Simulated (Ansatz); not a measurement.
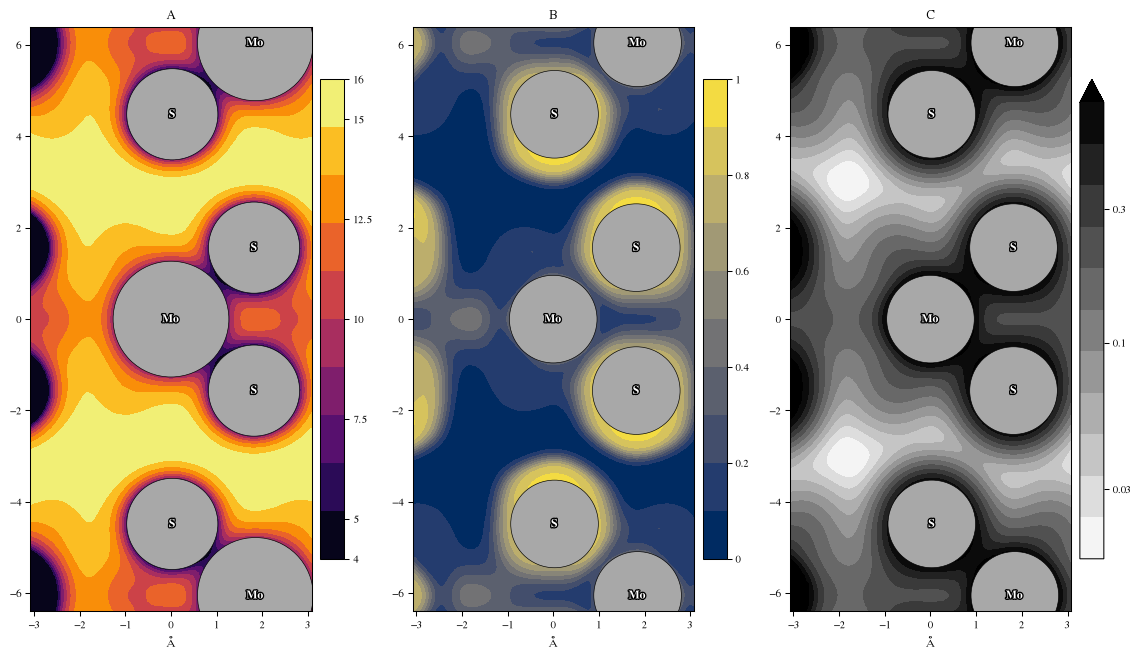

MoS₂: 3 fields on the (100) plane of the conventional cell, with unlabelled colour scales. Grey discs cover the atomic cores.

Space group C2/c; a structure from a database of computed crystals, not necessarily the ambient phase; computed without spin polarisation.

Theory: DFT PBE+D3(BJ), scalar-relativistic, plane waves, PAW (Ansatz).

### Match the panels to the quantities (electron localisation function, electrostatic potential energy of an electron and valence pseudo-density).

Panel A: electrostatic potential energy of an electron (low next to the atoms, rising into the space between them). Panel B: electron localisation function. Panel C: valence pseudo-density. From the grid: Mo–S (2.40 Å): ρ at the midpoint is about 0.61 e/Å³; the ELF peaks at about 0.85 in the valence shell of S, 0.8 Å from its nucleus, and is about 0.45 at the midpoint.
